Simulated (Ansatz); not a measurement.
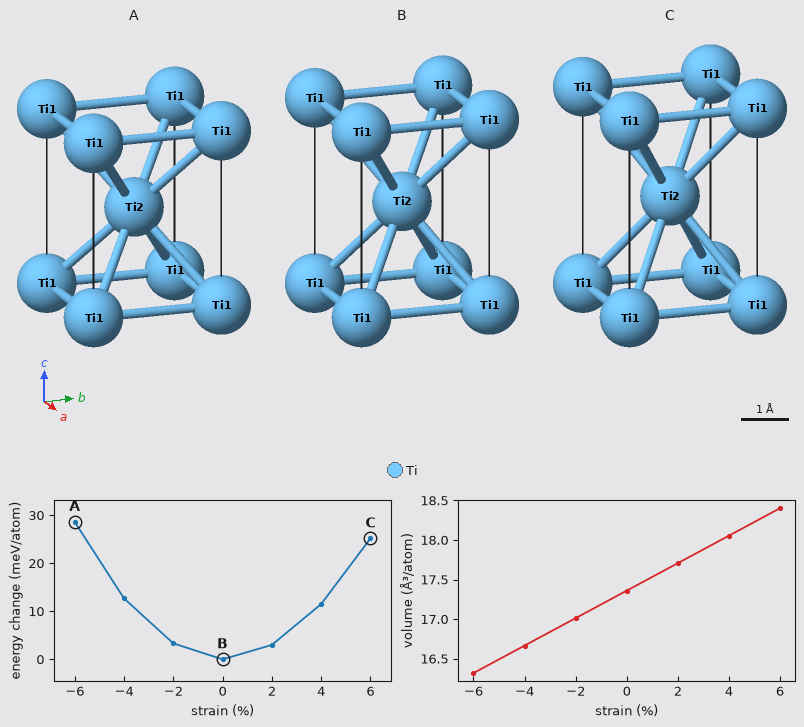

Members of a series of calculations on crystalline Ti (set up in Fm-3m), marked on the first curve. The picture is a ball-and-stick view of the cell of the calculation, seen from a free direction.

Theory: DFT r2SCAN, scalar-relativistic, plane waves, PAW in Ansatz 0.2.0. (plane-wave cutoff 500 eV; k-point mesh 18 × 18 × 12; occupations gaussian; smearing width 0.1 eV; no spin polarisation)

> Describe the series.

Strain along c alone, the other axes held, atoms relaxed. A (strain −6.0 %): energy change 28.6 meV/atom, volume 16.32 Å³ per atom. B (strain 0.0 %): energy change 0.0 meV/atom, volume 17.36 Å³ per atom. C (strain 6.0 %): energy change 25.2 meV/atom, volume 18.40 Å³ per atom. The rest compares A with C. The volume changes by +12.8 %, with a = b unchanged at 2.906 Å, c 3.864 → 4.357 Å (+12.8 %). Among the bonded contacts that change: Ti–Ti 2.821 → 2.995 Å.
